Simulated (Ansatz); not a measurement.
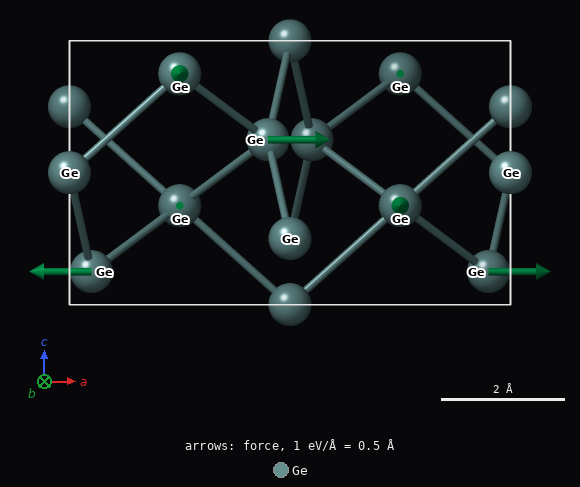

Starting geometry of solid Ge (a generated structure, set up in I4_122) (coarse preliminary run) with the computed forces as green arrows. Style: ball-and-stick. Shown: the conventional cell (2 times the calculation's cell), along the b axis. Lengths and directions refer to the drawn axes.

Computed with Ansatz, DFT PBE, scalar-relativistic, plane waves, PAW. (plane-wave cutoff 420 eV; k-point mesh 6 × 6 × 6; occupations gaussian; smearing width 0.1 eV; no spin polarisation; cell and atoms relaxed; force threshold 0.04 eV/Å; at most 70 steps)

Question: Is this structure relaxed? If not, where do the atoms go?

Answer: It isn't relaxed: the largest force vector, on Ge atoms, is 2.04 eV/Å. The atoms end up moving mostly along the starting forces (cosine between the two patterns 1.00). The largest moves relative to the cell, 0.15 Å, are those of Ge atoms. Cell: a = b 7.206 → 7.526 Å (+4.4 %), c 4.309 → 4.590 Å (+6.5 %). Volume +16.2 %. Near-neighbour distances that change, for instance: Ge–Ge 2.307 → 2.612 Å, Ge–Ge 2.447 → 2.560 Å. Bond angles that change, for instance: Ge–Ge–Ge 163.1° → 170.0°, Ge–Ge–Ge 102.7° → 108.9°, Ge–Ge–Ge 130.7° → 125.4°. The space group stays I4_122 (No. 98). The energy falls by 220 meV per atom in 4 accepted moves (5 points after the start). Largest force component: 2 eV/Å at the start, 0.018 eV/Å at the end. The pressure goes from 18.09 to 0.31 GPa. At 1 point the geometry stayed and the basis and grid were re-selected for the new cell (energy shift of 1.1 meV per atom at most each time).
